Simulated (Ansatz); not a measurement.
Run report: Si, nudged elastic band (part 1 of 3)

Si (defect cell, 17 atoms in the cell), computed with DFT r2SCAN, scalar-relativistic, plane waves, PAW, PAW set soft_1, no spin polarisation (Ansatz 0.2.0).

It belongs to a series of runs on one base structure; here: band between the two ends. Figures and captions count atoms from 1; the log counts them from 0 in places.

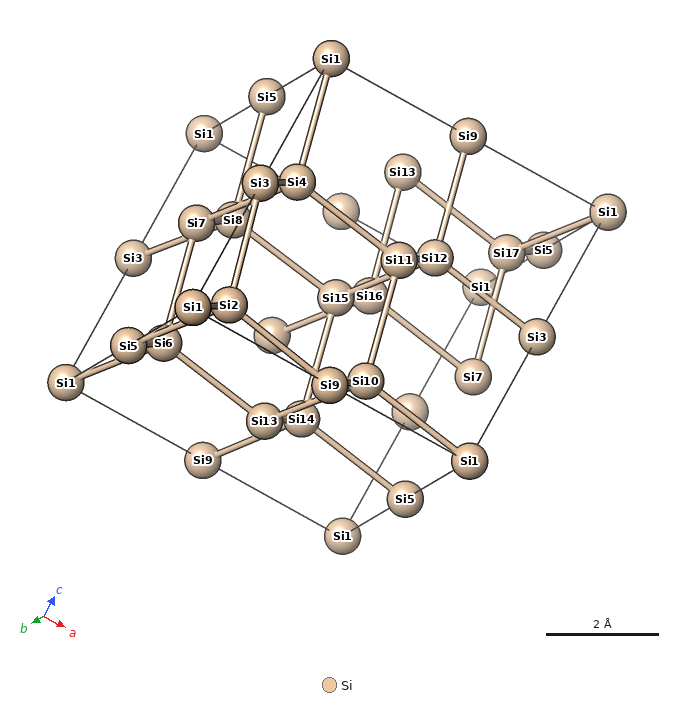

The structure as given in the input (ball-and-stick view of the cell of the calculation, seen at an oblique angle; atoms are numbered from 1 in the order of the input). An atom can appear more than once, as a periodic image. Near neighbours in the periodic cell (some may lie outside the picture): Si has 5 Si at 2.31 to 2.39 Å; Si has 4 Si at 2.31 to 2.39 Å.

### Input file
```yaml
crystal:
  lattice:
    - [0.0, 5.43, 5.43]
    - [5.43, 0.0, 5.43]
    - [5.43, 5.43, 0.0]
  atoms:
    - { symbol: Si, position: [0.00228309, -0.0056581, 0.00221642] }
    - { symbol: Si, position: [0.12864464, 0.12137891, 0.12859222] }
    - { symbol: Si, position: [-0.00100042, -0.0001268, 0.50122372] }
    - { symbol: Si, position: [0.12814736, 0.12207475, 0.62233941] }
    - { symbol: Si, position: [0.00229347, 0.50115119, 0.00222917] }
    - { symbol: Si, position: [0.1248451, 0.62517018, 0.1248314] }
    - { symbol: Si, position: [0.00227048, 0.50184322, 0.49402267] }
    - { symbol: Si, position: [0.1281421, 0.62741331, 0.6223518] }
    - { symbol: Si, position: [0.50129844, -0.00014244, -0.00104219] }
    - { symbol: Si, position: [0.62240243, 0.12210435, 0.12807445] }
    - { symbol: Si, position: [0.50086188, -1.607e-05, 0.50076926] }
    - { symbol: Si, position: [0.62539298, 0.12462384, 0.62533823] }
    - { symbol: Si, position: [0.49403672, 0.50186056, 0.00222381] }
    - { symbol: Si, position: [0.62241298, 0.62739539, 0.12807095] }
    - { symbol: Si, position: [0.50085738, 0.49836687, 0.50076632] }
    - { symbol: Si, position: [0.62248493, 0.62752098, 0.62245351] }
    - { symbol: Si, position: [0.87504425, 0.37498445, 0.87499454] }
basis:
  ecutwfc: 500.0
kpoints:
  mp_grid: { grid: [2, 2, 2] }
hamiltonian:
  xc: r2scan
  pseudopotentials: { kind: paw, azcp: { folder: soft_1 } }
scf:
  occupations: { method: fermi_dirac, width: 0.02 }
  lower_state_search: "off"
neb:
  images: 5
  f_tol: 0.05
  initial_path: idpp
  max_iterations: 33
  final_atoms:
    - { symbol: Si, position: [3.907e-05, -2.555e-05, 1.954e-05] }
    - { symbol: Si, position: [0.12475092, 0.12447672, 0.1246906] }
    - { symbol: Si, position: [0.00319082, 0.00278331, 0.49710939] }
    - { symbol: Si, position: [0.12479655, 0.12461413, 0.62611671] }
    - { symbol: Si, position: [0.00319662, 0.49688718, 0.00310624] }
    - { symbol: Si, position: [0.12479172, 0.62607979, 0.12474146] }
    - { symbol: Si, position: [0.00326095, 0.4970401, 0.49715487] }
    - { symbol: Si, position: [0.13131638, 0.62287324, 0.62314046] }
    - { symbol: Si, position: [0.49716737, 0.00279024, 0.00310727] }
    - { symbol: Si, position: [0.62613392, 0.12462189, 0.12475424] }
    - { symbol: Si, position: [0.49716518, 0.00300832, 0.49712636] }
    - { symbol: Si, position: [0.62326382, 0.13067896, 0.62319648] }
    - { symbol: Si, position: [0.49719588, 0.49704217, 0.00319402] }
    - { symbol: Si, position: [0.62322302, 0.62288905, 0.13118747] }
    - { symbol: Si, position: [0.50046442, 0.49987363, 0.5003455] }
    - { symbol: Si, position: [0.62339329, 0.62318908, 0.6233393] }
    - { symbol: Si, position: [0.75047451, 0.74986588, 0.75034711] }
  order_check: true
```

Machine: 2 threads of Arm Neoverse V2, 24 GiB of memory available, shared host.

Launch command:
```bash
ansatz run input.yaml --threads 2 --pin off --max-ram 5120MiB --backend cpu --events-out ev --progress --plain --runs-dir out
```

### What the program printed
```
Warning: neb: disabling space-group detection — the band's intermediate images generally break the endpoint symmetry, so no spatial operation reduces the k-mesh or symmetrises the density, except that a semilocal band can use its path's symmetry ahead of convergence; time reversal is kept, so that k and −k are solved as one point where they differ and the mesh holds both, and exact exchange and, on two spinor components, a DFT+U term hold to it where the run has them: on two components no moment then forms, and a state that bears one, which a typed moment (crystal.atoms[].spin; refused beside efield: under a hybrid functional) reaches, can lie lower, under hf by electronvolts; crystal.symmetry.detect: false (a key that needs symmetry detection or time reversal refuses this as the deck is read) with time_reversal: false beside it drops time reversal too
Engine: ansatz 0.2.0, aarch64-unknown-linux-gnu
Pseudopotentials: kind: paw
Pseudopotential: Si, paw, valence charge 4, recommended cutoff 500 eV (meta_gga), [file]
Functional definition: r2SCAN
  parameter k0 = 0.174
  parameter k1 = 0.065
  parameter a1 = 4.9479
  exchange = r2scan_x(k0 = k0, k1 = k1, a1 = a1)
  correlation = r2scan_c
parallel-image band execution: 2 concurrent image workers
NEB image 0
Crystal: 17 atoms, lattice volume = 320.206 Å³
Basis set: ecut = 500 eV, 8099 PW (Γ), exchange–correlation on 240×240×240 points (64 copies of the dense FFT grid, shifted against one another)
Bands: 51, of which v1, the nominal top of the filled ones, is band 34 counted from 1 (33 counted from 0)
Symmetry: 1 space group operations
k-points: 8
Non-local potential: Si, projectors of the file, l = 0: 2, l = 1: 2, l = 2: 1
PAW form: soft (Blöchl's): semilocal exchange-correlation on the pseudo side does not see the compensation charge
PAW frozen core: Si, regenerated for the run's functional (the file was generated under x = pbe(κ = 0.804, μ = 0.2195149727645171), c = pbe(β = 0.06672455060314922))
PAW one-centre angular grid: Si, 302 points (default); XC on 160 Gauss nodes
Initial density: superposition of atomic densities (chi_scale 0.1, normalization cell)
Initial wavefunctions: pseudopotential atomic-orbital guess
Functional: x = r2scan, c = r2scan; τ floored in thin density (d = 2e-4 eV/Å³)
SCF iter   1: F=-10858.962929 eV  HF=-10859.342009 eV  |F-HF|=3.79e-1  |Δ(HF+E_count)|=         —  Δρ=4.50e-2  dr2=5.99e0  dr2_τ=1.29e-1  ethr=3.10e-3  ⟨swp⟩=8.8  Hψ=2365  notcnv=0  defer=21
preconditioner: auto → Resta (q_TF=auto, 2.107 Å⁻¹)  ε∞=4.9  [insulator: Δε(μ)=0.175 eV  Ē_g=8.626 eV  σ=0.020 eV  W_gap=0.65  n_scr=58 (ndim 8)  ℏωp=17.1 eV  f_vac=0.000  D(μ)=8.34/eV (n_scr^D=58)  ε∞_Penn≈4.9]
SCF iter   2: F=-10859.329802 eV  HF=-10859.379240 eV  |F-HF|=4.94e-2  |Δ(HF+E_count)|=   3.72e-2  Δρ=2.72e-2  dr2=2.19e0  dr2_τ=5.08e-3  ethr=3.10e-3  ⟨swp⟩=2.0  Hψ=563  notcnv=0  defer=75
SCF iter   3: F=-10859.469189 eV  HF=-10859.467643 eV  |F-HF|=1.55e-3  |Δ(HF+E_count)|=   8.84e-2  Δρ=2.30e-3  dr2=2.50e-2  dr2_τ=1.58e-4  ethr=3.10e-3  ⟨swp⟩=3.0  Hψ=670  notcnv=0  defer=75
SCF iter   4: F=-10859.472247 eV  HF=-10859.472604 eV  |F-HF|=3.56e-4  |Δ(HF+E_count)|=   4.96e-3  Δρ=5.82e-4  dr2=1.88e-3  dr2_τ=2.42e-5  ethr=3.68e-5  ⟨swp⟩=3.9  Hψ=746  notcnv=0  defer=75
SCF iter   5: F=-10859.472737 eV  HF=-10859.473073 eV  |F-HF|=3.35e-4  |Δ(HF+E_count)|=   4.69e-4  Δρ=2.24e-4  dr2=5.08e-4  dr2_τ=5.61e-6  ethr=2.76e-6  ⟨swp⟩=2.0  Hψ=558  notcnv=0  defer=75
SCF iter   6: F=-10859.473028 eV  HF=-10859.473027 eV  |F-HF|=7.20e-7  |Δ(HF+E_count)|=   4.56e-5  Δρ=4.20e-5  dr2=5.99e-6  dr2_τ=9.26e-8  ethr=7.47e-7  ⟨swp⟩=2.0  Hψ=535  notcnv=0  defer=75
SCF iter   7: F=-10859.473151 eV  HF=-10859.473151 eV  |F-HF|=3.32e-8  |Δ(HF+E_count)|=   1.24e-4  Δρ=6.30e-6  dr2=1.81e-7  dr2_τ=2.75e-9  ethr=8.81e-9  ⟨swp⟩=2.0  Hψ=670  notcnv=0  defer=75
SCF iter   8: F=-10859.473151 eV  HF=-10859.473151 eV  |F-HF|=2.11e-9  |Δ(HF+E_count)|=   3.98e-8  Δρ=1.39e-6  dr2=1.10e-8  dr2_τ=1.24e-10  ethr=1.47e-10  ⟨swp⟩=4.8  Hψ=1278  notcnv=0
SCF 1 converged in 8 iterations: F = -10859.473151 eV  dr2 = 1.10e-8
  greatest PAW one-centre occupation: 0.718 electrons in one spin orbital (limit 2), on the Si atom at site 16 (counted from 0), in its partial waves of l = 0
NSCF: frozen V_eff on 8 k-points
NEB image 6
SCF iter   1: F=-10858.965473 eV  HF=-10859.340819 eV  |F-HF|=3.75e-1  |Δ(HF+E_count)|=         —  Δρ=4.50e-2  dr2=5.99e0  dr2_τ=1.29e-1  ethr=3.10e-3  ⟨swp⟩=9.1  Hψ=2386  notcnv=0  defer=23
preconditioner: auto → Resta (q_TF=auto, 2.107 Å⁻¹)  ε∞=4.9  [insulator: Δε(μ)=0.179 eV  Ē_g=8.626 eV  σ=0.020 eV  W_gap=0.66  n_scr=58 (ndim 8)  ℏωp=17.1 eV  f_vac=0.000  D(μ)=8.35/eV (n_scr^D=58)  ε∞_Penn≈4.9]
SCF iter   2: F=-10859.329916 eV  HF=-10859.379034 eV  |F-HF|=4.91e-2  |Δ(HF+E_count)|=   3.82e-2  Δρ=2.72e-2  dr2=2.19e0  dr2_τ=5.08e-3  ethr=3.10e-3  ⟨swp⟩=2.0  Hψ=563  notcnv=0  defer=75
SCF iter   3: F=-10859.469263 eV  HF=-10859.467533 eV  |F-HF|=1.73e-3  |Δ(HF+E_count)|=   8.85e-2  Δρ=2.30e-3  dr2=2.47e-2  dr2_τ=1.58e-4  ethr=3.10e-3  ⟨swp⟩=3.4  Hψ=676  notcnv=0  defer=75
SCF iter   4: F=-10859.472284 eV  HF=-10859.472560 eV  |F-HF|=2.76e-4  |Δ(HF+E_count)|=   5.03e-3  Δρ=5.77e-4  dr2=1.78e-3  dr2_τ=2.33e-5  ethr=3.64e-5  ⟨swp⟩=3.9  Hψ=741  notcnv=0  defer=75
SCF iter   5: F=-10859.472729 eV  HF=-10859.473043 eV  |F-HF|=3.14e-4  |Δ(HF+E_count)|=   4.82e-4  Δρ=2.18e-4  dr2=4.77e-4  dr2_τ=5.27e-6  ethr=2.62e-6  ⟨swp⟩=2.0  Hψ=558  notcnv=0  defer=75
SCF iter   6: F=-10859.473003 eV  HF=-10859.473002 eV  |F-HF|=4.29e-7  |Δ(HF+E_count)|=   4.02e-5  Δρ=4.18e-5  dr2=6.16e-6  dr2_τ=9.31e-8  ethr=7.01e-7  ⟨swp⟩=2.0  Hψ=535  notcnv=0  defer=75
SCF iter   7: F=-10859.473133 eV  HF=-10859.473133 eV  |F-HF|=3.79e-8  |Δ(HF+E_count)|=   1.31e-4  Δρ=6.30e-6  dr2=1.86e-7  dr2_τ=2.81e-9  ethr=9.06e-9  ⟨swp⟩=2.0  Hψ=667  notcnv=0  defer=75
SCF iter   8: F=-10859.473133 eV  HF=-10859.473133 eV  |F-HF|=1.65e-9  |Δ(HF+E_count)|=   3.78e-8  Δρ=1.40e-6  dr2=1.08e-8  dr2_τ=1.21e-10  ethr=1.47e-10  ⟨swp⟩=4.9  Hψ=1278  notcnv=0
SCF 2 converged in 8 iterations: F = -10859.473133 eV  dr2 = 1.08e-8
NSCF: frozen V_eff on 8 k-points
NEB end point (image 0): max|allowed force component| = 1.520e-2 eV/Å (the criterion of neb.relax_end_points is 1.000e-2)
NEB end point (image 6): max|allowed force component| = 2.206e-2 eV/Å (the criterion of neb.relax_end_points is 1.000e-2)
NEB image 1
SCF iter   1: F=-10858.591298 eV  HF=-10858.994580 eV  |F-HF|=4.03e-1  |Δ(HF+E_count)|=         —  Δρ=4.54e-2  dr2=6.07e0  dr2_τ=1.32e-1  ethr=3.10e-3  ⟨swp⟩=9.2  Hψ=2422  notcnv=0  defer=27
preconditioner: auto → Kerker (q_TF=auto, 2.107 Å⁻¹)  [metal: Δε(μ)=0.011 eV  Ē_g=8.607 eV  σ=0.020 eV  W_gap=0.14  n_scr=58 (ndim 8)  ℏωp=17.1 eV  f_vac=0.000  D(μ)=10.99/eV (n_scr^D=64)]
SCF iter   2: F=-10858.869907 eV  HF=-10859.056161 eV  |F-HF|=1.86e-1  |Δ(HF+E_count)|=   6.16e-2  Δρ=2.89e-2  dr2=2.63e0  dr2_τ=5.58e-3  ethr=3.10e-3  ⟨swp⟩=2.0  Hψ=560  notcnv=0  defer=78
SCF iter   3: F=-10859.089099 eV  HF=-10859.085044 eV  |F-HF|=4.05e-3  |Δ(HF+E_count)|=   2.89e-2  Δρ=3.41e-3  dr2=5.85e-2  dr2_τ=3.63e-4  ethr=3.10e-3  ⟨swp⟩=3.1  Hψ=693  notcnv=0  defer=78
SCF iter   4: F=-10859.095797 eV  HF=-10859.095551 eV  |F-HF|=2.46e-4  |Δ(HF+E_count)|=   1.05e-2  Δρ=1.06e-3  dr2=6.12e-3  dr2_τ=8.13e-5  ethr=8.60e-5  ⟨swp⟩=3.8  Hψ=680  notcnv=0  defer=78
SCF iter   5: F=-10859.096984 eV  HF=-10859.096995 eV  |F-HF|=1.07e-5  |Δ(HF+E_count)|=   1.44e-3  Δρ=2.22e-4  dr2=2.01e-4  dr2_τ=2.52e-6  ethr=9.00e-6  ⟨swp⟩=3.0  Hψ=692  notcnv=0  defer=78
SCF iter   6: F=-10859.097047 eV  HF=-10859.097050 eV  |F-HF|=3.09e-6  |Δ(HF+E_count)|=   5.52e-5  Δρ=4.29e-5  dr2=1.37e-5  dr2_τ=1.35e-7  ethr=2.95e-7  ⟨swp⟩=3.0  Hψ=657  notcnv=0  defer=78
SCF iter   7: F=-10859.097159 eV  HF=-10859.097159 eV  |F-HF|=4.40e-7  |Δ(HF+E_count)|=   1.09e-4  Δρ=1.56e-5  dr2=2.22e-6  dr2_τ=1.02e-8  ethr=2.02e-8  ⟨swp⟩=2.0  Hψ=656  notcnv=0  defer=78
[...]
  greatest PAW one-centre occupation: 0.715 electrons in one spin orbital (limit 2), on the Si atom at site 16 (counted from 0), in its partial waves of l = 0
NEB image 2
preconditioner: auto → Resta (q_TF=auto, 2.107 Å⁻¹)  ε∞=4.9  [insulator: Δε(μ)=0.104 eV  Ē_g=8.619 eV  σ=0.020 eV  W_gap=0.86  n_scr=58 (ndim 8)  ℏωp=17.1 eV  f_vac=0.000  D(μ)=2.53/eV (n_scr^D=14)  ε∞_Penn≈4.9]
preconditioner: auto → Kerker (q_TF=auto, 2.107 Å⁻¹)  [metal: Δε(μ)=0.017 eV  Ē_g=8.559 eV  σ=0.020 eV  W_gap=0.21  n_scr=58 (ndim 8)  ℏωp=17.1 eV  f_vac=0.000  D(μ)=9.02/eV (n_scr^D=58)]
  greatest PAW one-centre occupation: 0.707 electrons in one spin orbital (limit 2), on the Si atom at site 16 (counted from 0), in its partial waves of l = 0
NEB image 3
preconditioner: auto → Resta (q_TF=auto, 2.107 Å⁻¹)  ε∞=4.9  [insulator: Δε(μ)=0.046 eV  Ē_g=8.630 eV  σ=0.020 eV  W_gap=0.51  n_scr=58 (ndim 8)  ℏωp=17.1 eV  f_vac=0.000  D(μ)=5.83/eV (n_scr^D=26)  ε∞_Penn≈4.9]
preconditioner: auto → Kerker (q_TF=auto, 2.107 Å⁻¹)  [metal: Δε(μ)=0.033 eV  Ē_g=8.570 eV  σ=0.020 eV  W_gap=0.39  n_scr=58 (ndim 8)  ℏωp=17.1 eV  f_vac=0.000  D(μ)=5.31/eV (n_scr^D=26)]
  greatest PAW one-centre occupation: 0.706 electrons in one spin orbital (limit 2), on the Si atom at site 16 (counted from 0), in its partial waves of l = 0
NEB image 4
preconditioner: auto → Resta (q_TF=auto, 2.107 Å⁻¹)  ε∞=4.9  [insulator: Δε(μ)=0.083 eV  Ē_g=8.617 eV  σ=0.020 eV  W_gap=0.51  n_scr=58 (ndim 8)  ℏωp=17.1 eV  f_vac=0.000  D(μ)=8.00/eV (n_scr^D=58)  ε∞_Penn≈4.9]
preconditioner: auto → Kerker (q_TF=auto, 2.107 Å⁻¹)  [metal: Δε(μ)=0.014 eV  Ē_g=8.560 eV  σ=0.020 eV  W_gap=0.17  n_scr=58 (ndim 8)  ℏωp=17.1 eV  f_vac=0.000  D(μ)=13.41/eV (n_scr^D=112)]
  greatest PAW one-centre occupation: 0.708 electrons in one spin orbital (limit 2), on the Si atom at site 16 (counted from 0), in its partial waves of l = 0
NEB image 5
preconditioner: auto → Kerker (q_TF=auto, 2.107 Å⁻¹)  [metal: Δε(μ)=0.041 eV  Ē_g=8.608 eV  σ=0.020 eV  W_gap=0.46  n_scr=58 (ndim 8)  ℏωp=17.1 eV  f_vac=0.000  D(μ)=9.01/eV (n_scr^D=58)]
NEB iter   1: max|band force component| = 2.500e0 eV/Å  barrier→ = 0.8769 eV  barrier← = 0.8769 eV  Δτ_max = 0.1367 Å  (58 SCF iters)
NEB image 1
Initial density: handed on by an earlier stage of this run
Initial wavefunctions: those handed on with the density
preconditioner: auto → Kerker (q_TF=auto, 2.107 Å⁻¹)  [metal: Δε(μ)=0.023 eV  Ē_g=8.475 eV  σ=0.020 eV  W_gap=0.27  n_scr=58 (ndim 8)  ℏωp=17.1 eV  f_vac=0.000  D(μ)=7.87/eV (n_scr^D=58)]
  greatest PAW one-centre occupation: 0.712 electrons in one spin orbital (limit 2), on the Si atom at site 16 (counted from 0), in its partial waves of l = 0
NEB image 2
preconditioner: auto → Kerker (q_TF=auto, 2.107 Å⁻¹)  [metal: Δε(μ)=0.059 eV  Ē_g=8.485 eV  σ=0.020 eV  W_gap=0.49  n_scr=58 (ndim 8)  ℏωp=17.1 eV  f_vac=0.000  D(μ)=9.92/eV (n_scr^D=64)]
  greatest PAW one-centre occupation: 0.701 electrons in one spin orbital (limit 2), on the Si atom at site 16 (counted from 0), in its partial waves of l = 0
NEB image 3
preconditioner: auto → Kerker (q_TF=auto, 2.107 Å⁻¹)  [metal: Δε(μ)=0.026 eV  Ē_g=8.494 eV  σ=0.020 eV  W_gap=0.32  n_scr=58 (ndim 8)  ℏωp=17.1 eV  f_vac=0.000  D(μ)=5.62/eV (n_scr^D=26)]
  greatest PAW one-centre occupation: 0.698 electrons in one spin orbital (limit 2), on the Si atom at site 16 (counted from 0), in its partial waves of l = 0
NEB image 4
preconditioner: auto → Kerker (q_TF=auto, 2.107 Å⁻¹)  [metal: Δε(μ)=0.048 eV  Ē_g=8.485 eV  σ=0.020 eV  W_gap=0.43  n_scr=58 (ndim 8)  ℏωp=17.1 eV  f_vac=0.000  D(μ)=10.68/eV (n_scr^D=64)]
  greatest PAW one-centre occupation: 0.702 electrons in one spin orbital (limit 2), on the Si atom at site 16 (counted from 0), in its partial waves of l = 0
```
